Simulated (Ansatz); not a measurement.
System: CH4 on a slab of content Ta.

Starting cell:
```yaml
crystal:
  lattice:
    - [4.63940, 0.00000, 0.00000]
    - [-2.31970, 4.01780, 0.00000]
    - [0.00000, 0.00000, 23.62900]
  atoms:
    - { symbol: Ta, position: [0.66667, 0.33333, 0.35973] }
    - { symbol: Ta, position: [0.33333, 0.66667, 0.39980] }
    - { symbol: Ta, position: [0.00000, 0.00000, 0.43988] }
    - { symbol: Ta, position: [0.66667, 0.33333, 0.47996] }
    - { symbol: Ta, position: [0.33333, 0.66667, 0.51569] }
    - { symbol: Ta, position: [0.00000, 0.00000, 0.56283] }
    - { symbol: Ta, position: [0.66667, 0.33333, 0.59753] }
    - { symbol: Ta, position: [0.33333, 0.66667, 0.62575] }
```

How it was computed, with Ansatz 0.2.0: adsorption at several starting sites on a slab cut from the named crystal, one adsorbate a surface cell, the lower planes held, the adsorption energy counts from the clean slab and the free, spin-polarised adsorbate, negative where bound, plane waves with PAW datasets, Γ-centred k mesh. Level: PBEsol, no spin polarisation.

```json
{"setting": "crystal formula", "value": "Ta"}
{"setting": "crystal space group number", "value": "229"}
{"setting": "Miller index h", "value": "1"}
{"setting": "Miller index k", "value": "1"}
{"setting": "Miller index l", "value": "1"}
{"setting": "top plane", "value": "Ta"}
{"setting": "bottom plane", "value": "Ta"}
{"setting": "planes", "value": "8"}
{"setting": "surface cell", "value": "(1, 1)"}
{"setting": "slab thickness as cut", "value": "6.63 Å"}
{"setting": "vacuum", "value": "17 Å"}
{"setting": "surface area", "value": "18.64 Å²"}
{"setting": "wave cutoff", "value": "420 eV"}
{"setting": "k mesh", "value": "6×6×1"}
{"setting": "occupations", "value": "Gaussian"}
{"setting": "smearing width", "value": "0.1 eV"}
{"setting": "boundary", "value": "dipole corrected"}
{"setting": "adsorbate", "value": "CH4"}
```

Sites are named by a rule of distances and placed in fractions of the cell vectors a and b; the slab's top layers relax too; key: 1 = top site at (0.33, 0.67); 2 = bridge site at (0.00, 0.50); 3 = top site at (0.67, 0.33).

Predict the adsorption energy of each starting site.

The adsorbate slid sideways from no. 2 (by 0.5 Å). Among these starts the lowest is no. 2, at −0.187 eV; the next, no. 1, is 0.132 eV higher.

| starting site | adsorption energy (eV) |
| --- | --- |
| no. 1 | −0.055 |
| no. 2 | −0.187 |
| no. 3 | −0.047 |

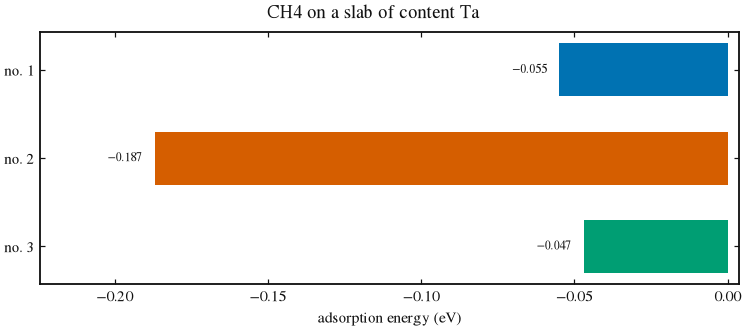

Limits of the calculation: coarse k mesh; xc potential rough in thin density.
